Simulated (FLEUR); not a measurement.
**GaN: 7 runs along one coordinate**

System: GaN (4 atoms in the cell).
Method: Kohn-Sham DFT of a periodic cell, PBE, all-electron, no spin polarisation (FLEUR MaX-R8.1 (later development tree)).

The 7 runs differ only in the geometry, by an even scaling of the cell at fixed fractional positions. The structure derives from an entry of the Crystallography Open Database.

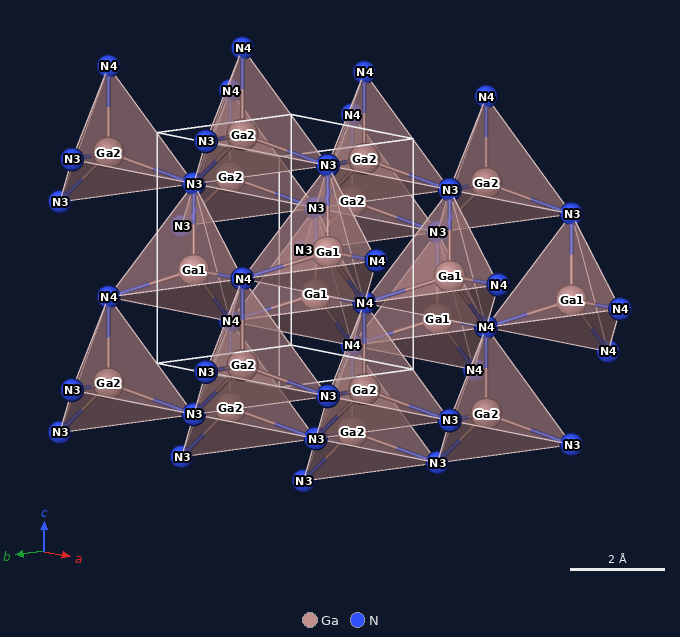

Figure 1. The structure of run 4 (polyhedral view of the cell of the calculation, repeated 3 × 2 × 1, seen at an oblique angle; polyhedra are completed across the faces of the cell; atoms are numbered from 1 in the order of the input).

**Input of run 4**
```
<?xml version="1.0" encoding="UTF-8" standalone="no"?>
<fleurInput fleurInputVersion="0.39">
   <comment>
      GaN                                                                                                 
   </comment>
   <calculationSetup>
      <cutoffs Kmax="4.93" Gmax="15.3" GmaxXC="15.3" numbands="0"/>
      <scfLoop itmax="60" minDistance="0.00001" maxIterBroyd="15" imix="Anderson" alpha="0.05" precondParam="0.0" spinf="2.0" sdNocoIR="T"/>
      <coreElectrons ctail="T" frcor="F" kcrel="0" coretail_lmax="0"/>
      <xcFunctional name="pbe" relativisticCorrections="F"/>
      <magnetism jspins="1"/>
      <soc l_soc="F" theta="0.0" phi="0.0" spav="F"/>
      <expertModes spex="0" secvar="F"/>
      <geometryOptimization l_f="T" forcealpha="1.0" forcemix="BFGS" epsdisp="0.0005" epsforce="0.0002"/>
      <ldaU l_linMix="F" mixParam="0.05" spinf="1.0"/>
   </calculationSetup>
   <cell>
      <bzIntegration valenceElectrons="52.0" mode="hist" fermiSmearingEnergy="0.00183747">
         <kPointListSelection listName="default-1"/>
         <!-- k-points included here -->
         <xi:include xmlns:xi="http://www.w3.org/2001/XInclude" href="kpts.xml"> </xi:include>
      </bzIntegration>
      <!-- symmetry operations included here -->
      <xi:include xmlns:xi="http://www.w3.org/2001/XInclude" href="sym.xml"> </xi:include>
      <bulkLattice scale="1.0">
         <bravaisMatrix>
            <row-1>    6.0093290762280001     0.0000000000000000     0.0000000000000000</row-1>
            <row-2>   -3.0046645381140000     5.2042316396486976     0.0000000000000000</row-2>
            <row-3>    0.0000000000000000     0.0000000000000000     9.7623251596836003</row-3>
         </bravaisMatrix>
      </bulkLattice>
   </cell>
   <atomSpecies>
      <species name="Gallium (Ga)" element="Ga" atomicNumber="31">
         <mtSphere radius="1.86" gridPoints="635" logIncrement="0.019"/>
         <atomicCutoffs lmax="8" lnonsphr="6"/>
         <electronConfig flipSpins="F">
            <coreConfig>(1s1/2) (2s1/2) (2p1/2) (2p3/2)</coreConfig>
            <valenceConfig>(3s1/2) (3p1/2) (3p3/2) (4s1/2) (3d3/2) (3d5/2) (4p1/2) (4p3/2)</valenceConfig>
            <stateOccupation state="(4p1/2)" spinUp="0.166667" spinDown="0.166667"/>
            <stateOccupation state="(4p3/2)" spinUp="0.333333" spinDown="0.333333"/>
         </electronConfig>
         <energyParameters s="4" p="4" d="3" f="4"/>
         <lo type="SCLO" l="0" n="3" eDeriv="0"/>
         <lo type="SCLO" l="1" n="3" eDeriv="0"/>
         <lo type="SCLO" l="1" n="3" eDeriv="1"/>
         <lo type="HELO" l="2" n="4" eDeriv="0"/>
         <lo type="HELO" l="2" n="4" eDeriv="1"/>
         <lo type="SCLO" l="3" n="4" eDeriv="2"/>
      </species>
      <species name="Nitrogen (N)" element="N" atomicNumber="7">
         <mtSphere radius="1.42" gridPoints="487" logIncrement="0.021"/>
         <atomicCutoffs lmax="8" lnonsphr="6"/>
         <electronConfig flipSpins="F">
            <coreConfig>(1s1/2)</coreConfig>
            <valenceConfig>(2s1/2) (2p1/2) (2p3/2)</valenceConfig>
            <stateOccupation state="(2p1/2)" spinUp="0.500000" spinDown="0.500000"/>
            <stateOccupation state="(2p3/2)" spinUp="1.000000" spinDown="1.000000"/>
         </electronConfig>
         <energyParameters s="2" p="2" d="3" f="4"/>
         <lo type="SCLO" l="0" n="2" eDeriv="2"/>
         <lo type="SCLO" l="1" n="2" eDeriv="2"/>
         <lo type="SCLO" l="2" n="3" eDeriv="2"/>
      </species>
   </atomSpecies>
   <atomGroups>
      <atomGroup species="Gallium (Ga)">
         <relPos label="                   1">-1.000/3.000 1.000/3.000 1.000/2.000</relPos>
         <relPos label="                   2">1.000/3.000 -1.000/3.000 .0000000000</relPos>
         <force calculate="T" relaxXYZ="TTT"/>
      </atomGroup>
      <atomGroup species="Nitrogen (N)">
         <relPos label="                   3">-1.000/3.000 1.000/3.000 -1.000/8.000</relPos>
         <relPos label="                   4">1.000/3.000 -1.000/3.000 3.000/8.000</relPos>
         <force calculate="T" relaxXYZ="TTT"/>
      </atomGroup>
   </atomGroups>
   <output dos="F" band="F" slice="F">
      <checks vchk="F" cdinf="F"/>
      <bandDOS minEnergy="-.5*Htr" maxEnergy="0.5*Htr" sigma="0.015" storeEVData="T"/>
      <vacuumDOS vacdos="F" integ="F" star="F" nstars="0" locx1="0.0" locy1="0.0" locx2="0.0" locy2="0.0" nstm="0" tworkf="0.0"/>
      <unfoldingBand unfoldBand="F" supercellX="1" supercellY="1" supercellZ="1"/>
      <plotting iplot="0" polar="F">
         <plot TwoD="T" vec1="  1.0  0.0  0.0" vec2="  0.0  1.0  0.0" vec3="  0.0  0.0  1.0" zero="  0.0  0.0  0.0" file="plot"/>
      </plotting>
      <chargeDensitySlicing numkpt="0" minEigenval="0.0" maxEigenval="0.0" nnne="0" pallst="F"/>
      <specialOutput eonly="F"/>
      <moessbauerParams electricFieldGradient="T" isomerShift="T" coreHyperfine="T" valenceHyperfine="T"/>
      <magneticCircularDichroism mcd="F" energyLo="-10.0" energyUp="0.0"/>
   </output>
  <!-- We include the file relax.xml here to enable relaxations (see documentation) -->
  <xi:include xmlns:xi="http://www.w3.org/2001/XInclude" href="relax.xml"> <xi:fallback/> </xi:include>
</fleurInput>
```

Command:
```bash
inpgen -f crystal.txt -profile fastHighL; fleur_MPI
```

Run 5 has the same physical settings and fractional positions; its lattice vectors (Å) are:
```
   3.201060    0.000000    0.000000
  -1.600530    2.772199    0.000000
   0.000000    0.000000    5.200213
```

**Results, with one run withheld**

```csv
run,volume per atom (Å³),"free energy per atom, from the lowest run given (meV)",gap on the mesh (eV)
1,10.632,68.57,2.40
2,10.858,42.02,2.26
3,11.084,22.57,2.12
4,11.310,9.47,1.98
5,11.537,?,?
6,11.763,0.00,1.72
7,11.989,2.61,1.59
```

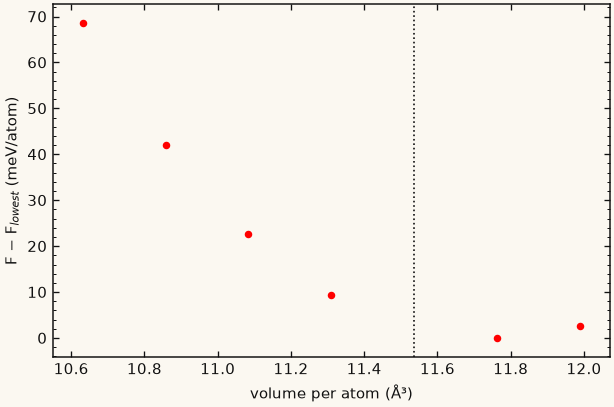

Figure 2. Free energy per atom of the runs given; the dotted line marks run 5.

Estimate the energy of run 5 from the others.

A cubic polynomial in V^(−2/3) (the Birch–Murnaghan form), fitted to the 6 runs given, misses them by at most 0.01 meV per atom. With x = V^(−2/3) − 0.19910 Å⁻², it reads F = 12.038 + 4316.2 x + 3.8793e+05 x² + 2.1492e+05 x³ (meV per atom). At run 5 it gives 2.11 meV per atom, and the run itself gives 2.06. The fit has its minimum at 11.747 Å³ per atom, where V d²F/dV² gives 174 GPa. Cell shape and fractional positions are held, so this is the stiffness under even scaling; the relaxed bulk modulus wasn't computed. The gap on the mesh goes, without turning, from 2.40 eV in run 1 to 1.59 eV in run 7; run 5 has 1.85 eV. These are gaps of this functional on this mesh, which can miss the band edges; they aren't the measured gap.

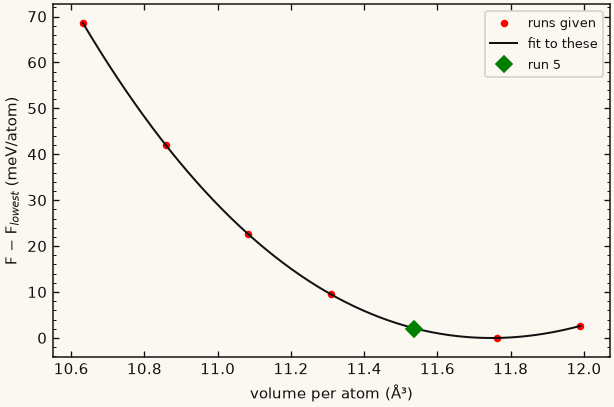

Figure 3. The fit and the withheld run.

**Output (run 5)**
```
Welcome to FLEUR        (www.flapw.de)
      MaX-Release 8.1          (www.max-centre.eu)

 ========== k-point set info ==========
 Selected k-point list: default-1
 k-point list type: mesh
 10 x 10 x 5
 Number of k points: 42

 ------------Calculation Setup---------------------------
 Number of MPI-tasks      :            1
 Number of PE/node        :            1
 Number of OMP-threads    :            1
 Most efficient MPI parallelization for:
           1           2           3           6           7          14          21          42
 Additional eigenvalue parallelization possible
 Number of basis functions:          816
 Approximate size of matrices (H+S) per k-point:         0.020 GB
 --------------------------------------------------------

 Iteration:     1   Distance:      24.92864631 me/bohr^3

 Iteration:     2   Distance:      21.36722449 me/bohr^3

 Iteration:     3   Distance:       7.89184178 me/bohr^3

 Iteration:     4   Distance:       4.50129768 me/bohr^3

 Iteration:     5   Distance:       3.22517099 me/bohr^3

 Iteration:     6   Distance:       0.36510577 me/bohr^3

 Iteration:     7   Distance:       0.33762182 me/bohr^3

 Iteration:     8   Distance:       0.03508339 me/bohr^3

 Iteration:     9   Distance:       0.02577180 me/bohr^3

 Iteration:    10   Distance:       0.00406661 me/bohr^3

 Iteration:    11   Distance:       0.00077528 me/bohr^3

 Iteration:    12   Distance:       0.00050016 me/bohr^3

 Iteration:    13   Distance:       0.00011966 me/bohr^3

 Iteration:    14   Distance:       0.00013811 me/bohr^3

 Iteration:    15   Distance:       0.00000632 me/bohr^3

 ********************************************************************
 Run finished successfully
 Stop message:
   all done
 ********************************************************************
```
